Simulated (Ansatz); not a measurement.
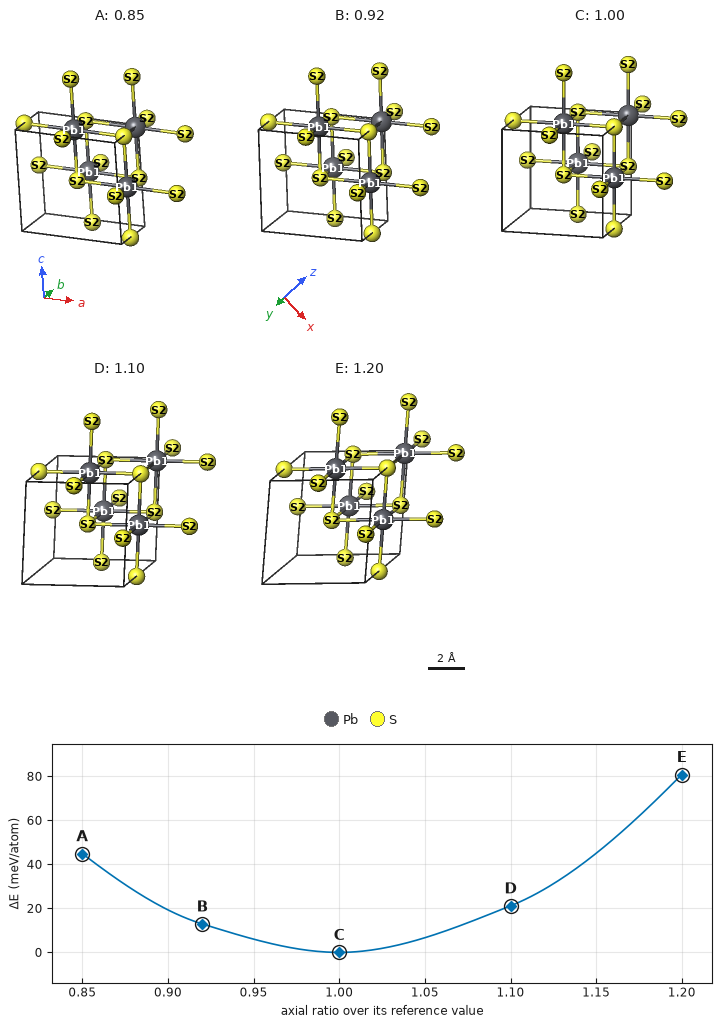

A scan of a crystal of PbS (R3m): the ratio of the cell's length along z to its lengths across, counted as 1 for the reference, is changed at fixed volume (a c/a path), with the atoms kept at their fractional coordinates. x, y and z are the Cartesian axes of the input. The lettered frames are marked on the plot. Style: ball-and-stick. Shown: the conventional cell (4 times the calculation's cell), slightly off an axis. Lengths and directions refer to the drawn axes.

Level of theory: Ansatz 0.2.0, DFT PBE+D3(BJ), scalar-relativistic, plane waves, PAW. Set-up: plane-wave cutoff 420 eV; k-point mesh 12 × 12 × 12; occupations gaussian; smearing width 0.03 eV; no spin polarisation. Energies (free energies at the smearing named) are counted from the relaxed crystal.

### Describe the profile.

Of the computed points the lowest is at the relative ratio 1.00, 0.0 meV/atom. At the ends of the scan the energy is 44.9 meV/atom (0.85) and 80.8 meV/atom (1.20). The distortion keeps the space group R3m. At the relative ratio 1.20 the cell of the drawing goes a 5.934 → 5.980 Å, b 5.934 → 5.980 Å, c 5.934 → 5.980 Å, α 90.0° → 82.6°, β 90.0° → 82.6°, γ 90.0° → 82.6°. The band gap on the mesh, 0.36 eV in the reference, closes at 0.85, 0.92, 1.10, 1.20.

The computed points:

| axial ratio over its reference value | ΔE (meV/atom) |
| --- | --- |
| 0.85 | 44.9 |
| 0.92 | 12.9 |
| 1.00 | 0.0 |
| 1.10 | 21.1 |
| 1.20 | 80.8 |
